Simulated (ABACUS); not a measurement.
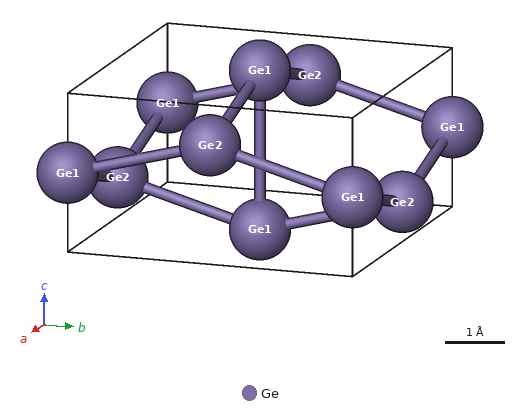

The input geometry (ball-and-stick view of the cell 2 times as large as that of the calculation, set on its symmetry axes, seen slightly off an axis; atoms are numbered from 1 in the order of the input).

Band-structure run of Ge (part 1 of 2)

- system: Ge (I4₁/amd, 2 atoms in the cell)
- method: Kohn-Sham DFT of a periodic cell, BP86, GBRV ultrasoft 1.5 PBE, no spin polarisation (ABACUS 3.10.1)

The structure derives from a Materials Project entry.

Input file
```
INPUT_PARAMETERS
suffix              Ge
calculation         scf
basis_type          pw
pseudo_dir          ./
symmetry            1
dft_functional      GGA_X_B88+GGA_C_P86
ecutwfc             40
pseudo_rcut         10
nspin               1
nbands              24
ks_solver           dav
smearing_method     fd
smearing_sigma      0.00367493
scf_thr             1e-08
scf_nmax            100
mixing_type         broyden
mixing_beta         0.7
cal_force           1
cal_stress          1
ecutrho             320
out_chg             1
kpar                4
```

File STRU
```
ATOMIC_SPECIES
Ge 72.6300 ge_pbe_v1.4.uspp.F.UPF

LATTICE_CONSTANT
1.8897261246

LATTICE_VECTORS
-2.5744897190 2.5744897190 1.3974126432
2.5744897190 -2.5744897190 1.3974126432
2.5744897190 2.5744897190 -1.3974126432

ATOMIC_POSITIONS
Direct

Ge
0.0
2
0.5000000000 0.5000000000 0.0000000000 1 1 1
0.2500000000 0.7500000000 0.5000000000 1 1 1
```

File KPT
```
K_POINTS
0
Gamma
9 9 9 0 0 0
```

Launched with:
```bash
OMP_NUM_THREADS=1 mpirun -np 4 abacus > log
```

Output
```
ABACUS v3.10.1

               Atomic-orbital Based Ab-initio Computation at UStc

 ------------------------------------------------------------------------------------

 READING GENERAL INFORMATION
                           global_out_dir = OUT.Ge/
                           global_in_card = INPUT
                               pseudo_dir = ./
                              orbital_dir =
                                    DSIZE = 4
                                    GSIZE = 1

 READING UNITCELL INFORMATION
                                    ntype = 1
                  lattice constant (Bohr) = 1.88973
              lattice constant (Angstrom) = 1

 READING ATOM TYPE 1
                               atom label = Ge
                      L=0, number of zeta = 1
                      L=1, number of zeta = 1
                      L=2, number of zeta = 1
             number of atom for this type = 2

                        TOTAL ATOM NUMBER = 2
DIRECT COORDINATES
    atom                   x                   y                   z     mag                  vx                  vy                  vz
taud_Ge1            0.5000000000        0.5000000000        0.0000000000  0.0000        0.0000000000        0.0000000000        0.0000000000
taud_Ge2            0.2500000000        0.7500000000        0.5000000000  0.0000        0.0000000000        0.0000000000        0.0000000000

                          Volume (Bohr^3) = 250.014
                             Volume (A^3) = 37.0481

 Lattice vectors: (Cartesian coordinate: in unit of a_0)
             -2.57449            +2.57449            +1.39741
             +2.57449            -2.57449            +1.39741
             +2.57449            +2.57449            -1.39741
 Reciprocal vectors: (Cartesian coordinate: in unit of 2 pi/a_0)
                   +0           +0.194213           +0.357804
            +0.194213                  +0           +0.357804
            +0.194213           +0.194213                  +0
 The esolver type has been set to : ksdft_pw

                PAO radial cut off (Bohr) = 10

 Read in pseudopotential file is ge_pbe_v1.4.uspp.F.UPF
                     pseudopotential type = US
          exchange-correlation functional = PBE
                 nonlocal core correction = 1
                        valence electrons = 14
                                     lmax = 2
                           number of zeta = 3
                     number of projectors = 6
                           L of projector = 0
                           L of projector = 0
                           L of projector = 1
                           L of projector = 1
                           L of projector = 2
                           L of projector = 2
 XC functional updated to : GGA_X_B88+GGA_C_P86
          exchange-correlation functional = GGA_X_B88+GGA_C_P86
     initial pseudo atomic orbital number = 18

 SETUP THE ELECTRONS NUMBER
            electron number of element Ge = 14
      total electron number of element Ge = 28
            AUTOSET number of electrons:  = 28
                           occupied bands = 14
                                   NBANDS = 24
                                   NLOCAL = 18

%%%%%%%%%%%%%%%%%%%%%%%%%%%%%%%%%%%%%%%%%%%%%%%%%%%%%%%%%%%%%%%%%%%%%%%%%%%%%%%%%%%%%%%%%%%%%%%%%%%%%%%%%%
 Warning: the number of valence electrons in pseudopotential > 4 for Ge: [Ar] 3d10 4s2 4p2
 Pseudopotentials with additional electrons can yield (more) accurate outcomes, but may be less efficient.
 If you're confident that your chosen pseudopotential is appropriate, you can safely ignore this warning.
%%%%%%%%%%%%%%%%%%%%%%%%%%%%%%%%%%%%%%%%%%%%%%%%%%%%%%%%%%%%%%%%%%%%%%%%%%%%%%%%%%%%%%%%%%%%%%%%%%%%%%%%%%

 SETUP THE PLANE WAVE BASIS
 energy cutoff for charge/potential (unit:Ry) = 160
            fft grid for charge/potential = [ 30, 30, 30 ]
                        fft grid division = [ 1, 1, 1 ]
        big fft grid for charge/potential = [ 45, 45, 45 ]
                                     nbxx = 91125
                                     nrxx = 27000

 SETUP PLANE WAVES FOR CHARGE/POTENTIAL
                    number of plane waves = 8571
                         number of sticks = 457

 PARALLEL PW FOR CHARGE/POTENTIAL
     PROC   COLUMNS(POT)             PW
        1            457           8571
 --------------- sum -------------------
        1            457           8571
                            number of |g| = 556
                                  max |g| = 14.468
                                  min |g| = 0

 energy cutoff for dense charge/potential (unit:Ry) = 320
      fft grid for dense charge/potential = [ 45, 45, 45 ]
                                     nrxx = 91125

 SETUP PLANE WAVES FOR dense CHARGE/POTENTIAL
                    number of plane waves = 24087
                         number of sticks = 917

 PARALLEL PW FOR dense CHARGE/POTENTIAL
     PROC   COLUMNS(POT)             PW
        1            917          24087
 --------------- sum -------------------
        1            917          24087
                            number of |g| = 1414
                                  max |g| = 28.9422
                                  min |g| = 0

----------- Double Check Mixing Parameters Begin ------------
mixing_type: broyden
mixing_beta: 0.7
mixing_gg0: 1
mixing_gg0_min: 0.1
mixing_ndim: 8
----------- Double Check Mixing Parameters End ------------

 LATTICE VECTORS: (CARTESIAN COORDINATE: IN UNIT OF A0)
             -2.57449            +2.57449            +1.39741
             +2.57449            -2.57449            +1.39741
             +2.57449            +2.57449            -1.39741
                       right hand lattice = 1
                                   NORM_A = 3.89984
                                   NORM_B = 3.89984
                                   NORM_C = 3.89984
                           ALPHA (DEGREE) = 97.377
                           BETA  (DEGREE) = 97.377
                           GAMMA (DEGREE) = 138.005

 The lattice vectors have been changed (STRU_SIMPLE.cif)

(for optimal symmetric configuration:)
                             BRAVAIS TYPE = 6
                     BRAVAIS LATTICE NAME = 06. Tetrogonal I (body-centered)
                                    ibrav = 6
                                    IBRAV = 6
                                  BRAVAIS = BODY CENTERED TETROGONAL CELL
                       LATTICE CONSTANT A = 5.14898
                                C/A RATIO = 0.542792
Original cell was already a primitive cell.
                        ROTATION MATRICES = 16
              PURE POINT GROUP OPERATIONS = 8
                   SPACE GROUP OPERATIONS = 16
                                       C2 = 3
                                       C3 = 0
                                       C4 = 0
                                       C6 = 0
                                       S1 = 2
                                       S3 = 0
                                       S4 = 2
                                       S6 = 0
                              POINT GROUP = D_2d
               POINT GROUP IN SPACE GROUP = D_4h

 SETUP K-POINTS
                                    nspin = 1
                   Input type of k points = Monkhorst-Pack(Gamma)
                                   nkstot = 729
                       right hand lattice = 1
(for reciprocal lattice: )
                             BRAVAIS TYPE = 6
                     BRAVAIS LATTICE NAME = 06. Tetrogonal I (body-centered)
                                    ibrav = 6
                       right hand lattice = 1
(for k-lattice: )
                             BRAVAIS TYPE = 6
                     BRAVAIS LATTICE NAME = 06. Tetrogonal I (body-centered)
                                    ibrav = 6
                       right hand lattice = 1
                        ROTATION MATRICES = 16
                               nkstot_ibz = 75
K-POINTS REDUCTION ACCORDING TO SYMMETRY
     IBZ    DIRECT_X    DIRECT_Y    DIRECT_Z  WEIGHT  ibz2bz
       1  0.00000000  0.00000000  0.00000000  0.0014       0
       2 -0.11111111  0.00000000  0.11111111  0.0110       1
       3 -0.22222222  0.00000000  0.22222222  0.0110       2
       4 -0.33333333  0.00000000  0.33333333  0.0110       3
       5 -0.44444444  0.00000000  0.44444444  0.0110       4
       6  0.11111111  0.11111111 -0.22222222  0.0110      10
       7 -0.11111111 -0.22222222  0.33333333  0.0219      11
       8 -0.11111111 -0.33333333  0.44444444  0.0219      12
       9  0.44444444  0.11111111  0.44444444  0.0219      13
      10 -0.11111111  0.44444444 -0.33333333  0.0219      14
      11 -0.33333333  0.11111111  0.22222222  0.0219      15
      12 -0.22222222  0.11111111  0.11111111  0.0219      16
      13 -0.11111111  0.11111111  0.00000000  0.0055      17
      14 -0.22222222 -0.22222222  0.44444444  0.0110      20
      15  0.33333333  0.22222222  0.44444444  0.0219      21
      16  0.44444444  0.22222222  0.33333333  0.0219      22
      17 -0.22222222  0.44444444 -0.22222222  0.0219      23
      18 -0.22222222  0.33333333 -0.11111111  0.0219      24
      19 -0.22222222  0.22222222  0.00000000  0.0055      25
      20  0.33333333  0.33333333  0.33333333  0.0110      30
      21  0.44444444  0.33333333  0.22222222  0.0219      31
      22 -0.44444444  0.33333333  0.11111111  0.0219      32
      23 -0.33333333  0.33333333  0.00000000  0.0055      33
      24  0.44444444  0.44444444  0.11111111  0.0110      40
      25 -0.44444444  0.44444444  0.00000000  0.0055      41
      26 -0.11111111 -0.11111111  0.33333333  0.0110      91
      27 -0.11111111 -0.22222222  0.44444444  0.0219      92
      28  0.44444444  0.11111111  0.33333333  0.0219      93
      29 -0.11111111  0.11111111  0.11111111  0.0055      98
      30  0.22222222  0.22222222  0.44444444  0.0110     101
[... 45 further k points ...]

                               nkstot now = 75
[... K-POINTS DIRECT COORDINATES: 75 rows ...]

           k-point number in this process = 19
       minimum distributed K point number = 18
[... stars of the k points ...]

[... K-POINTS CARTESIAN COORDINATES: 19 rows ...]

[... K-POINTS DIRECT COORDINATES: 19 rows ...]

 SETUP PLANE WAVES FOR WAVE FUNCTIONS
     energy cutoff for wavefunc (unit:Ry) = 40
              fft grid for wave functions = [ 30, 30, 30 ]
                    number of plane waves = 1675
                         number of sticks = 159

 PARALLEL PW FOR WAVE FUNCTIONS
     PROC   COLUMNS(POT)             PW
        1            159           1675
 --------------- sum -------------------
        1            159           1675

 SETUP NONLOCAL PSEUDOPOTENTIALS IN PLANE WAVE BASIS
 Ge non-local projectors:
 projector 1 L=0
 projector 2 L=0
 projector 3 L=1
 projector 4 L=1
 projector 5 L=2
 projector 6 L=2
      TOTAL NUMBER OF NONLOCAL PROJECTORS = 36

 Init Non-Local PseudoPotential table :
 Init Non-Local-Pseudopotential done.

                                     npwx = 1109

 Make real space PAO into reciprocal space.
       max mesh points in Pseudopotential = 695
     dq(describe PAO in reciprocal space) = 0.01
                                    max q = 763

 number of pseudo atomic orbitals for Ge is 3
WARNING: norm of atomic wavefunction # 3 of atomic type Ge is 0.999782, renormalized

 -------------------------------------------
 SELF-CONSISTENT
 -------------------------------------------
                                 init_chg = atomic

 PW ALGORITHM --------------- ION=   1  ELEC=   1--------------------------------

 Notice: Threshold on eigenvalues was too large.
 hsover_error=0.28 > DRHO=0.00737545
 Origin diag ethr = 0.01
 New diag ethr = 2.63409e-05

 Density error is 0.00747610696251
                          Error Threshold = 2.63408989887e-05
----------------------------------------------------------
     Energy           Rydberg                 eV
----------------------------------------------------------
 E_KohnSham     -427.8384954764      -5821.0413622265
 E_Harris       -428.8173575226      -5834.3594636112
 E_Fermi        0.8094037917         11.0125035494
----------------------------------------------------------

 PW ALGORITHM --------------- ION=   1  ELEC=   2--------------------------------

 Density error is 0.00076368170001
                          Error Threshold = 2.6700382009e-05
----------------------------------------------------------
     Energy           Rydberg                 eV
```
